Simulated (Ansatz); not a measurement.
## Electronic structure of F in real space

The calculation's input:

```
crystal:
  lattice:
    - [0.0, 2.4370805668, 2.4370805668]
    - [2.4370805668, 0.0, 2.4370805668]
    - [2.4370805668, 2.4370805668, 0.0]
  atoms:
    - { symbol: F, position: [0.0, 0.0, 0.0] }
    - { symbol: F, position: [0.25, 0.25, 0.25] }
kpoints:
  mp_grid: { grid: [16, 16, 16] }
  band_path:
    path:
      - [0.0, 0.0, 0.0]
      - [0.5, 0.0, 0.5]
      - [0.625, 0.25, 0.625]
      - [0.375, 0.375, 0.75]
      - [0.0, 0.0, 0.0]
      - [0.5, 0.5, 0.5]
      - [0.5, 0.25, 0.75]
      - [0.5, 0.0, 0.5]
    npoints: 14
scf:
  occupations: { method: fermi_dirac, width: 0.05 }
hamiltonian:
  xc: pbe
  pseudopotentials: { kind: paw }
output:
  forces: true
  stress: true
  eigenvalues: true
  efg: { contact_densities: true }
  populations: true
  bader: true
  dos: { projected: true, de: 0.2, e_range: [-14, 8] }
  write_density: true
  write_potential: true
  elf: true
  volumetric_format: npy
```

Run with:

```sh
ansatz run input.yaml --threads 1 --pin off --max-ram 2048MiB --backend cpu --events-out ev --progress --plain --runs-dir out
```

Below, planes, directions and counts refer to the conventional cell (a = 4.87 Å, b = 4.87 Å, c = 4.87 Å, α = 90.00°, β = 90.00°, γ = 90.00°).

Space group Fd-3m.

Method: DFT, PBE, PAW with Ansatz's default frozen-core files, scalar-relativistic in Ansatz.

The density is the valence pseudo-density of a PAW calculation; it isn't the true density close to the nuclei.

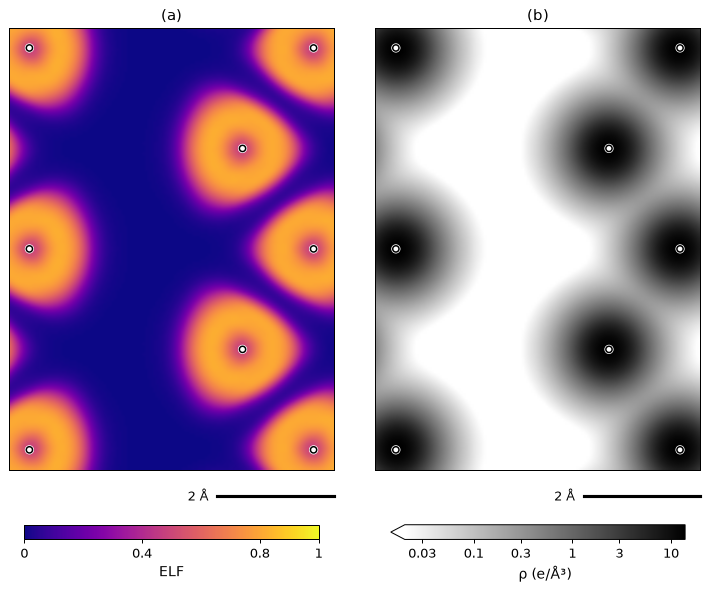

Figure 1. (a) electron localisation function; (b) valence charge density (pseudo) on the (110) plane of the conventional cell. Circles mark the nuclei in the plane (F).

What does the map show?

Answer. The section cuts through F sites. F–F (2.11 Å): the density is about 0.28 e/Å³ at the midpoint; the ELF peaks at about 0.80 in the valence shell of F, 0.6 Å from its nucleus, and drops to about 0.05 between the two atoms. Between the atoms the lowest density in this plane is 0.004 e/Å³.

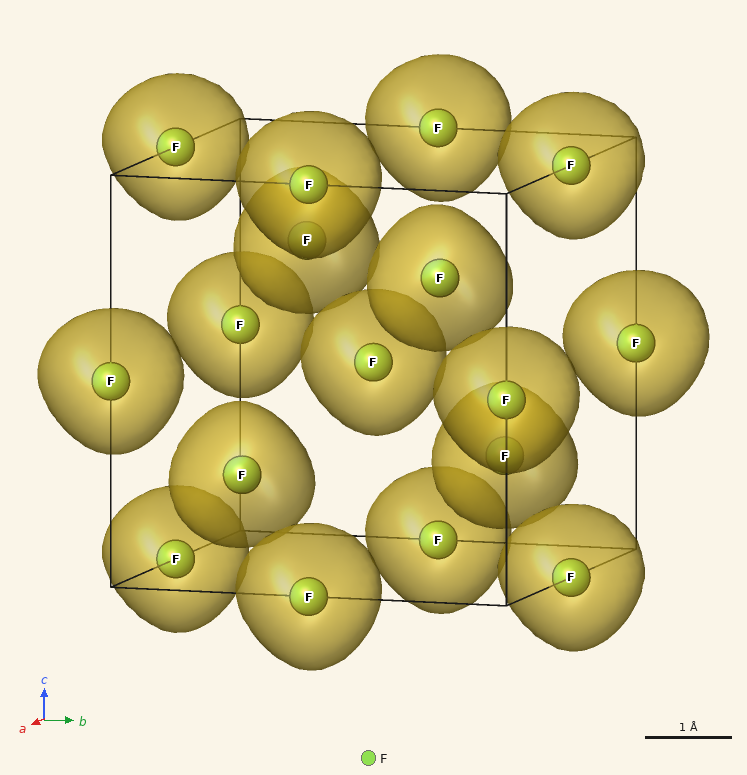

Figure 2. Isosurface of the electron localisation function at 0.6 (yellow), seen slightly off an axis. Core shells and regions of very low density are left out.

What do the ELF domains correspond to?

Answer. At this value the surface marks out eight regions wrapped around F (the valence shell of each), counted in one cell of 8 atoms. Any copies at cell faces, edges or corners count once.

Metal or insulator at this level of theory?

Answer. It is metallic or semimetallic at this level of theory: no gap opens.
